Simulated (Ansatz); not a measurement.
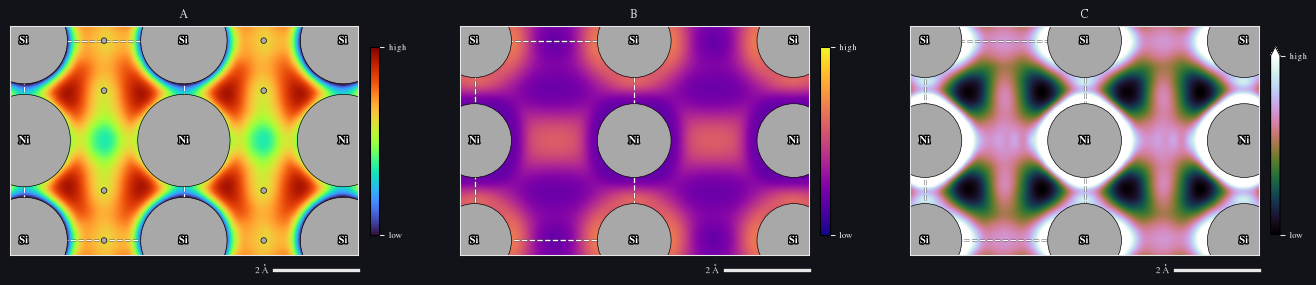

SiNi2: 3 fields on the (010) plane of the conventional cell, with unlabelled colour scales. Grey discs cover the atomic cores.

Space group P6₃/mmc; changed on purpose from its base cell (strain -0.015 along x and y, -0.030 along z, atoms carried along); computed pressure about 16 GPa in this cell; computed without spin polarisation.

All numbers below come from Ansatz, DFT PBEsol, scalar-relativistic, plane waves, PAW.

```
CELL_PARAMETERS angstrom
3.81044 0.00000 0.00000
-1.90522 3.29993 0.00000
0.00000 0.00000 4.76948
ATOMIC_POSITIONS crystal
Si 0.33333 0.66667 0.75000
Si 0.66667 0.33333 0.25000
Ni 0.00000 0.00000 0.00000
Ni 0.00000 0.00000 0.50000
Ni 0.33333 0.66667 0.25000
Ni 0.66667 0.33333 0.75000
```

The panels show electron localisation function, electrostatic potential energy of an electron and valence pseudo-density in some order. Assign them.

Answer. Panel A: electrostatic potential energy of an electron (low next to the atoms, rising into the space between them). Panel B: electron localisation function. Panel C: valence pseudo-density. From the grid: Si–Ni (2.38 Å): ρ at the midpoint is about 0.38 e/Å³; the ELF peaks at about 0.60 in the valence shell of Si, 0.9 Å from its nucleus, and is about 0.40 at the midpoint.
